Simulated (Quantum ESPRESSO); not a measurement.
**Geometry relaxation, with input and output: Re (part 4 of 4)**

The same run, continued: Re (2 atoms in the cell); Kohn-Sham DFT of a periodic cell, WC, SSSP 1.3 efficiency PBE, no spin polarisation (Quantum ESPRESSO 7.5); cutoff 748.31 eV, 5×5×4 k-mesh, fermi-dirac of 0.2 eV. The structure derives from an entry of the Crystallography Open Database.

Geometry of the input (Å; fractional positions):
```
0.0000  -1.9750  -1.9750
0.0000  1.9750  -1.9750
3.9500  0.0000  0.0000
Re 0.4775  0.4286  0.5103
Re 0.0225  0.0714  0.9897
```

The program's output, continued
```
   -56.7288 -56.7285 -18.8314 -18.8311 -18.3100 -18.3099 -18.3044 -18.3037
    16.8985  16.8990  19.8768  19.8806  21.2087  21.2146  22.5492  22.5503
    25.0851  25.0901  26.0982  26.0987  36.5249  36.5259

          k = 0.0000 0.2828 0.2828 (  1446 PWs)   bands (ev):

   -56.7305 -56.6911 -18.8903 -18.7768 -18.7354 -18.4286 -18.3362 -18.2172
    17.1056  18.7648  19.7605  19.9759  20.5911  21.1792  22.8593  23.2791
    23.2933  25.1462  27.0054  29.2550  35.1346  36.5665

          k =-0.1768 0.2828 0.2828 (  1434 PWs)   bands (ev):

   -56.7247 -56.6968 -19.0791 -18.9617 -18.4810 -18.3183 -18.3011 -18.2342
    16.7112  17.7250  20.1385  21.2003  21.3809  21.6935  21.8345  22.2081
    25.1188  26.3735  26.5291  29.1528  32.0412  34.8479

          k = 0.1768-0.2828 0.2828 (  1434 PWs)   bands (ev):

   -56.7247 -56.6968 -19.0791 -18.9617 -18.4810 -18.3183 -18.3011 -18.2342
    16.7112  17.7250  20.1385  21.2002  21.3810  21.6934  21.8345  22.2081
    25.1188  26.3736  26.5291  29.1528  32.0412  34.8478

          k = 0.1768 0.2828 0.2828 (  1434 PWs)   bands (ev):

   -56.7247 -56.6968 -19.0791 -18.9617 -18.4810 -18.3183 -18.3011 -18.2342
    16.7112  17.7250  20.1385  21.2003  21.3809  21.6935  21.8345  22.2081
    25.1188  26.3735  26.5291  29.1528  32.0412  34.8478

          k = 0.3536 0.2828 0.2828 (  1440 PWs)   bands (ev):

   -56.7107 -56.7106 -19.1284 -19.1284 -18.2791 -18.2790 -18.2760 -18.2757
    16.7411  16.7416  21.1706  21.1726  21.4072  21.4072  22.6420  22.6434
    26.6269  26.6284  26.7287  26.7292  33.0987  33.1012

          k = 0.0000-0.2828 0.0000 (  1421 PWs)   bands (ev):

   -56.7593 -56.6760 -18.9145 -18.7247 -18.5232 -18.4908 -18.2656 -18.2620
    15.5174  18.2792  19.2808  19.7852  21.2075  22.4803  22.8172  22.8267
    23.7855  25.1426  27.5319  32.4102  32.7556  34.1452

          k = 0.1768-0.0000 0.2828 (  1433 PWs)   bands (ev):

   -56.7471 -56.6882 -18.9268 -18.6587 -18.6487 -18.4141 -18.3315 -18.2107
    16.1914  18.7742  19.4830  19.9437  20.0800  21.6088  22.8952  23.2133
    24.0282  25.8093  25.9347  29.6418  34.5538  36.4397

          k =-0.1768-0.2828 0.0000 (  1433 PWs)   bands (ev):

   -56.7471 -56.6882 -18.9268 -18.6587 -18.6487 -18.4141 -18.3315 -18.2107
    16.1914  18.7742  19.4831  19.9437  20.0801  21.6088  22.8952  23.2133
    24.0282  25.8093  25.9347  29.6418  34.5538  36.4396

          k =-0.1768 0.2828-0.0000 (  1433 PWs)   bands (ev):

   -56.7471 -56.6882 -18.9268 -18.6587 -18.6487 -18.4141 -18.3315 -18.2107
    16.1914  18.7742  19.4830  19.9437  20.0801  21.6088  22.8952  23.2133
    24.0282  25.8093  25.9347  29.6418  34.5538  36.4397

          k = 0.3536-0.2828 0.0000 (  1444 PWs)   bands (ev):

   -56.7177 -56.7175 -18.8489 -18.8484 -18.4973 -18.4963 -18.2548 -18.2545
    17.8067  17.8073  19.8871  19.8912  20.6811  20.6836  22.9814  22.9819
    23.8212  23.8265  27.8258  27.8265  36.3267  36.3309

          k = 0.0000 0.1414 0.4243 (  1434 PWs)   bands (ev):

   -56.7159 -56.6840 -18.9238 -18.8368 -18.6853 -18.4473 -18.4362 -18.3467
    17.4302  18.6274  18.9542  19.4066  20.3711  21.2012  24.0742  24.2891
    24.4514  26.3994  26.8495  30.1097  34.3108  35.7294

          k = 0.0000-0.4243 0.1414 (  1434 PWs)   bands (ev):

   -56.7159 -56.6840 -18.9238 -18.8368 -18.6853 -18.4473 -18.4362 -18.3467
    17.4302  18.6274  18.9542  19.4066  20.3711  21.2012  24.0742  24.2892
    24.4514  26.3994  26.8495  30.1097  34.3108  35.7293

          k = 0.0000-0.4243-0.1414 (  1434 PWs)   bands (ev):

   -56.7159 -56.6840 -18.9238 -18.8368 -18.6853 -18.4473 -18.4362 -18.3467
    17.4302  18.6274  18.9542  19.4066  20.3711  21.2012  24.0742  24.2892
    24.4514  26.3994  26.8495  30.1097  34.3108  35.7294

          k =-0.1768 0.1414 0.4243 (  1427 PWs)   bands (ev):

   -56.7111 -56.6885 -19.0054 -18.9391 -18.6072 -18.4017 -18.3807 -18.3439
    17.5140  18.3254  19.5131  19.7368  20.9177  21.1881  22.8319  23.1267
    26.2685  26.4715  26.9538  30.4783  31.5301  35.0912

          k = 0.1768-0.1414 0.4243 (  1427 PWs)   bands (ev):

   -56.7111 -56.6885 -19.0054 -18.9391 -18.6072 -18.4017 -18.3807 -18.3439
    17.5140  18.3254  19.5131  19.7368  20.9177  21.1881  22.8319  23.1268
    26.2683  26.4717  26.9538  30.4783  31.5301  35.0912

          k =-0.1768-0.4243 0.1414 (  1427 PWs)   bands (ev):

   -56.7111 -56.6885 -19.0054 -18.9391 -18.6072 -18.4017 -18.3807 -18.3439
    17.5140  18.3254  19.5131  19.7368  20.9177  21.1881  22.8319  23.1267
    26.2684  26.4716  26.9538  30.4783  31.5301  35.0912

          k =-0.1768 0.4243-0.1414 (  1427 PWs)   bands (ev):

   -56.7111 -56.6885 -19.0054 -18.9391 -18.6072 -18.4017 -18.3807 -18.3439
    17.5140  18.3254  19.5131  19.7368  20.9177  21.1881  22.8319  23.1267
    26.2683  26.4717  26.9538  30.4783  31.5301  35.0912

          k = 0.1768-0.4243-0.1414 (  1427 PWs)   bands (ev):

   -56.7111 -56.6885 -19.0054 -18.9391 -18.6072 -18.4017 -18.3807 -18.3439
    17.5140  18.3254  19.5131  19.7368  20.9177  21.1881  22.8319  23.1267
    26.2685  26.4715  26.9538  30.4783  31.5301  35.0912

          k = 0.1768 0.4243 0.1414 (  1427 PWs)   bands (ev):

   -56.7111 -56.6885 -19.0054 -18.9391 -18.6072 -18.4017 -18.3807 -18.3439
    17.5140  18.3254  19.5131  19.7368  20.9177  21.1881  22.8319  23.1267
    26.2684  26.4716  26.9538  30.4783  31.5301  35.0912

          k =-0.1768-0.1414-0.4243 (  1427 PWs)   bands (ev):

   -56.7111 -56.6885 -19.0054 -18.9391 -18.6072 -18.4017 -18.3807 -18.3439
    17.5140  18.3254  19.5131  19.7368  20.9177  21.1881  22.8319  23.1268
    26.2684  26.4716  26.9538  30.4783  31.5301  35.0912

          k = 0.3536 0.1414 0.4243 (  1430 PWs)   bands (ev):

   -56.6998 -56.6997 -19.0405 -19.0404 -18.4919 -18.4913 -18.3082 -18.3078
    17.8267  17.8270  20.1930  20.1932  21.4118  21.4134  22.3081  22.3093
    25.8205  25.8239  28.8883  28.8908  33.0234  33.0245

          k = 0.3536-0.4243 0.1414 (  1430 PWs)   bands (ev):

   -56.6998 -56.6997 -19.0405 -19.0404 -18.4919 -18.4913 -18.3082 -18.3078
    17.8267  17.8270  20.1930  20.1932  21.4118  21.4134  22.3081  22.3093
    25.8205  25.8239  28.8883  28.8908  33.0234  33.0245

          k =-0.3536-0.4243-0.1414 (  1430 PWs)   bands (ev):

   -56.6998 -56.6997 -19.0405 -19.0404 -18.4919 -18.4913 -18.3082 -18.3078
    17.8267  17.8270  20.1930  20.1932  21.4118  21.4134  22.3081  22.3093
    25.8205  25.8239  28.8883  28.8908  33.0234  33.0245

          k = 0.0000-0.5657 0.0000 (  1433 PWs)   bands (ev):

   -56.6884 -56.6761 -19.0581 -19.0275 -18.5740 -18.5153 -18.4784 -18.4747
    16.9910  17.2427  17.8849  18.0389  23.6712  24.1182  25.7145  26.3873
    26.3954  26.5066  27.5275  29.7987  33.3498  34.7750

          k = 0.1768-0.0000 0.5657 (  1443 PWs)   bands (ev):

   -56.6865 -56.6778 -18.9860 -18.9756 -18.7077 -18.5632 -18.4660 -18.4495
    17.7189  17.7378  18.4969  18.7202  21.8997  22.4520  24.8389  25.1767
    26.3980  26.6975  28.9965  30.8343  32.1041  34.4857

          k =-0.1768-0.5657 0.0000 (  1443 PWs)   bands (ev):

   -56.6865 -56.6778 -18.9860 -18.9756 -18.7077 -18.5632 -18.4660 -18.4495
    17.7192  17.7376  18.4968  18.7203  21.8997  22.4519  24.8389  25.1767
    26.3980  26.6974  28.9965  30.8343  32.1040  34.4857

          k =-0.1768 0.5657-0.0000 (  1443 PWs)   bands (ev):

   -56.6865 -56.6778 -18.9860 -18.9756 -18.7077 -18.5632 -18.4660 -18.4495
    17.7191  17.7376  18.4968  18.7202  21.8997  22.4519  24.8389  25.1767
    26.3980  26.6974  28.9965  30.8343  32.1040  34.4857

          k = 0.3536-0.5657 0.0000 (  1426 PWs)   bands (ev):

   -56.6821 -56.6820 -18.8709 -18.8700 -18.7728 -18.7716 -18.4411 -18.4408
    18.9043  18.9044  19.6595  19.6621  20.1943  20.1982  23.6395  23.6396
    26.4264  26.4287  30.3089  30.3128  34.8427  34.8485

     the Fermi energy is    23.1277 ev

!    total energy              =    -381.06913367 Ry
     estimated scf accuracy    <          1.8E-13 Ry
     smearing contrib. (-TS)   =      -0.01931169 Ry
     internal energy E=F+TS    =    -381.04982199 Ry

     The total energy is F=E-TS. E is the sum of the following terms:
     one-electron contribution =     -38.12366464 Ry
     hartree contribution      =      38.27850138 Ry
     xc contribution           =    -104.80165298 Ry
     ewald contribution        =    -276.40300574 Ry

     convergence has been achieved in   7 iterations

     negative rho (up, down):  2.729E-01 0.000E+00

     Forces acting on atoms (cartesian axes, Ry/au):

     atom    1 type  1   force =    -0.00020734    0.00005041   -0.00016549
     atom    2 type  1   force =     0.00020734   -0.00005041    0.00016549

     Total force =     0.000382     Total SCF correction =     0.000003
     Energy error            =      2.5E-06 Ry
     Gradient error          =      2.1E-04 Ry/Bohr

     bfgs converged in  12 scf cycles and  11 bfgs steps
     (criteria: energy <  1.0E-05 Ry, force <  4.0E-04 Ry/Bohr)

     End of BFGS Geometry Optimization

     Final energy             =    -381.0691336741 Ry

     File ./tmp/pwscf.bfgs deleted, as requested
Begin final coordinates

ATOMIC_POSITIONS (angstrom)
Re               1.9753566755       -0.0002541518       -1.9741494244
Re               3.9496433245        0.0002541518       -0.0008505756
End final coordinates

=------------------------------------------------------------------------------=
   JOB DONE.
=------------------------------------------------------------------------------=
```

Trajectory as extended XYZ (Å, eV, eV/Å), 12 frames, from step=0 to step=11
```
2
Lattice="0.0000 -1.9750 -1.9750 0.0000 1.9750 -1.9750 3.9500 0.0000 0.0000" Properties=species:S:1:pos:R:3:forces:R:3 step=0 energy=-5184.36683
Re    2.0157   -0.0964   -1.7895   -1.1127   1.1219  -1.5211
Re    3.9093    0.0964   -0.1855    1.1127  -1.1219   1.5211
2
Lattice="0.0000 -1.9750 -1.9750 0.0000 1.9750 -1.9750 3.9500 0.0000 0.0000" Properties=species:S:1:pos:R:3:forces:R:3 step=1 energy=-5184.52543
Re    1.9928   -0.0733   -1.8208   -0.4248   0.7211  -1.0848
Re    3.9322    0.0733   -0.1542    0.4248  -0.7211   1.0848
2
Lattice="0.0000 -1.9750 -1.9750 0.0000 1.9750 -1.9750 3.9500 0.0000 0.0000" Properties=species:S:1:pos:R:3:forces:R:3 step=2 energy=-5184.62673
Re    1.9767   -0.0472   -1.8599   -0.0334   0.3301  -0.6673
Re    3.9483    0.0472   -0.1151    0.0334  -0.3301   0.6673
2
Lattice="0.0000 -1.9750 -1.9750 0.0000 1.9750 -1.9750 3.9500 0.0000 0.0000" Properties=species:S:1:pos:R:3:forces:R:3 step=3 energy=-5184.68391
Re    1.9659   -0.0196   -1.9082    0.1498   0.1020  -0.3407
Re    3.9591    0.0196   -0.0668   -0.1498  -0.1020   0.3407
2
Lattice="0.0000 -1.9750 -1.9750 0.0000 1.9750 -1.9750 3.9500 0.0000 0.0000" Properties=species:S:1:pos:R:3:forces:R:3 step=4 energy=-5184.70349
Re    1.9629    0.0001   -1.9468    0.1854  -0.0007  -0.1423
Re    3.9621   -0.0001   -0.0282   -0.1854   0.0007   0.1423
2
Lattice="0.0000 -1.9750 -1.9750 0.0000 1.9750 -1.9750 3.9500 0.0000 0.0000" Properties=species:S:1:pos:R:3:forces:R:3 step=5 energy=-5184.70759
Re    1.9654    0.0092   -1.9675    0.1458  -0.0464  -0.0378
Re    3.9596   -0.0092   -0.0075   -0.1458   0.0464   0.0378
2
Lattice="0.0000 -1.9750 -1.9750 0.0000 1.9750 -1.9750 3.9500 0.0000 0.0000" Properties=species:S:1:pos:R:3:forces:R:3 step=6 energy=-5184.70869
Re    1.9693    0.0099   -1.9726    0.0859  -0.0497  -0.0122
Re    3.9557   -0.0099   -0.0024   -0.0859   0.0497   0.0122
2
Lattice="0.0000 -1.9750 -1.9750 0.0000 1.9750 -1.9750 3.9500 0.0000 0.0000" Properties=species:S:1:pos:R:3:forces:R:3 step=7 energy=-5184.70942
Re    1.9748    0.0074   -1.9741    0.0018  -0.0374  -0.0043
Re    3.9502   -0.0074   -0.0009   -0.0018   0.0374   0.0043
2
Lattice="0.0000 -1.9750 -1.9750 0.0000 1.9750 -1.9750 3.9500 0.0000 0.0000" Properties=species:S:1:pos:R:3:forces:R:3 step=8 energy=-5184.70952
Re    1.9759    0.0054   -1.9732   -0.0140  -0.0274  -0.0093
Re    3.9491   -0.0054   -0.0018    0.0140   0.0274   0.0093
2
Lattice="0.0000 -1.9750 -1.9750 0.0000 1.9750 -1.9750 3.9500 0.0000 0.0000" Properties=species:S:1:pos:R:3:forces:R:3 step=9 energy=-5184.70959
Re    1.9763    0.0033   -1.9726   -0.0188  -0.0164  -0.0122
Re    3.9487   -0.0033   -0.0024    0.0188   0.0164   0.0122
2
Lattice="0.0000 -1.9750 -1.9750 0.0000 1.9750 -1.9750 3.9500 0.0000 0.0000" Properties=species:S:1:pos:R:3:forces:R:3 step=10 energy=-5184.70966
Re    1.9760    0.0010   -1.9730   -0.0146  -0.0049  -0.0103
Re    3.9490   -0.0010   -0.0020    0.0146   0.0049   0.0103
2
Lattice="0.0000 -1.9750 -1.9750 0.0000 1.9750 -1.9750 3.9500 0.0000 0.0000" Properties=species:S:1:pos:R:3:forces:R:3 step=11 energy=-5184.70969
Re    1.9754   -0.0003   -1.9741   -0.0053   0.0013  -0.0043
Re    3.9496    0.0003   -0.0009    0.0053  -0.0013   0.0043
```

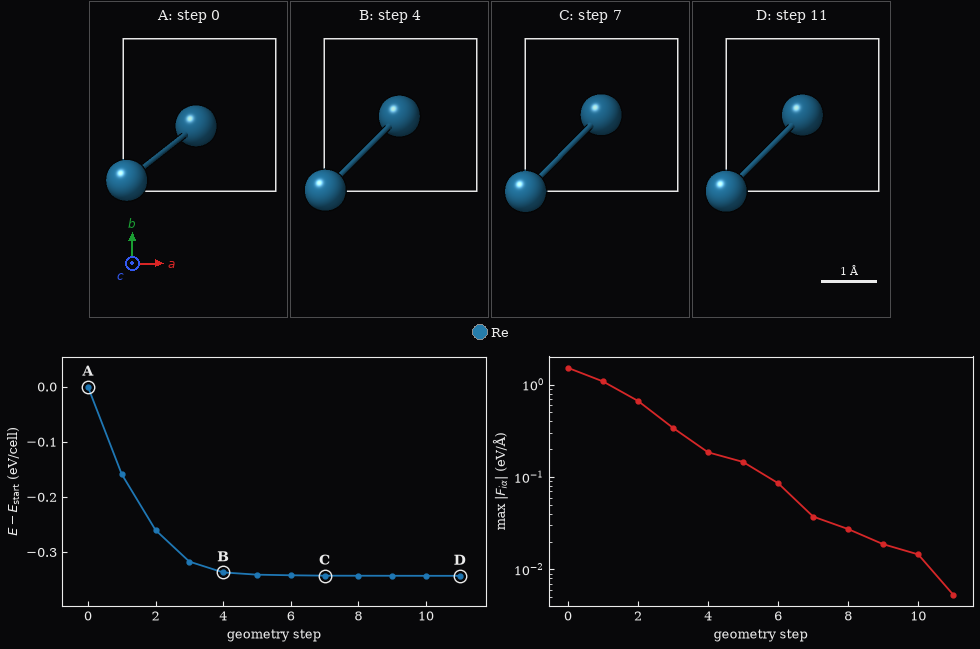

*Frames of the relaxation (ball-and-stick view of the cell of the calculation, along the c axis) above the curves, on which the letters mark them (steps are counted from 0).*

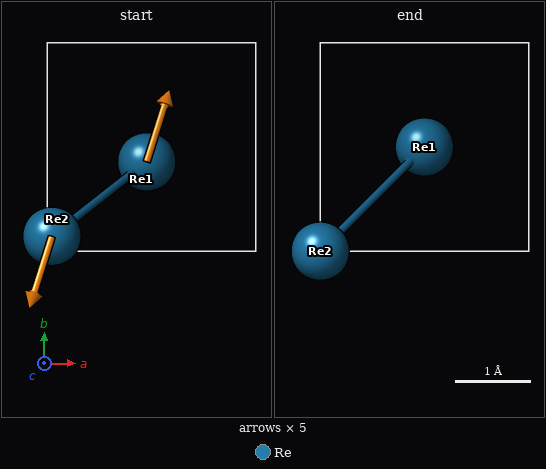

*Before (left) and after (right) the relaxation, at one scale (ball-and-stick view of the cell of the calculation, along the c axis). The orange arrows give the displacements, magnified 5 times.*

The largest moves, 0.21 Å, are those of Re1 and Re2. The cell stays as it was. Among the contacts that change: Re1–Re2 3.126 → 2.795 Å. The space group (tolerance 0.01 Å) goes from P-1 (No. 2) to Fm-3m (No. 225). The energy falls by 0.343 eV per cell of the calculation in 11 geometry steps. The largest force component goes from 1.5 to 0.0053 eV/Å. (Atoms are counted from 1 in the order of the input.)

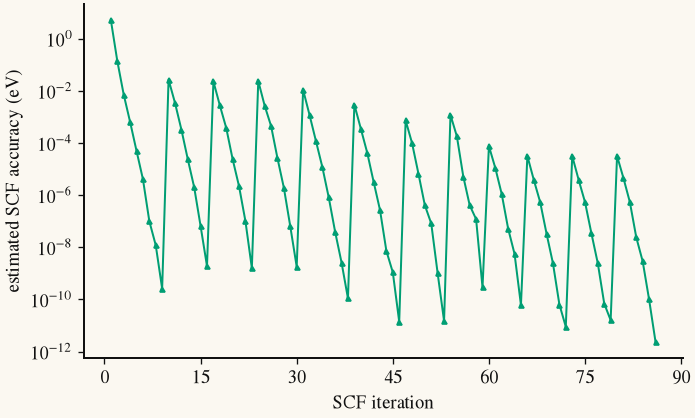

*Convergence of the self-consistent field: estimated SCF accuracy against the iteration.*

The field takes 86 iterations in all.

Results in brief

```tsv
quantity	value
outcome	converged
space group (tolerance 0.01 Å)	P-1 (2) → Fm-3m (225)
electrons treated	30
free energy	−5184.7097 eV
Fermi energy	23.128 eV
gap on the k-point mesh	none (metallic)
final volume	30.81 Å³
largest force (length of the vector) at the end	0.007 eV/Å
final cell	a = 2.793 Å, b = 2.793 Å, c = 3.950 Å, α = 90.00°, β = 90.00°, γ = 90.00°
hardware	1 thread of AMD EPYC (Zen 3), 16 GiB of memory available, shared host
wall time	4.9 min
peak memory	0.34 GiB
```

Further notes kept with the run: potentials made for another functional. Notes on the run: negative rho. Points of doubt noted for this run: coarse mesh; potentials made for another functional. Spin–orbit coupling is left out, which matters for Re.
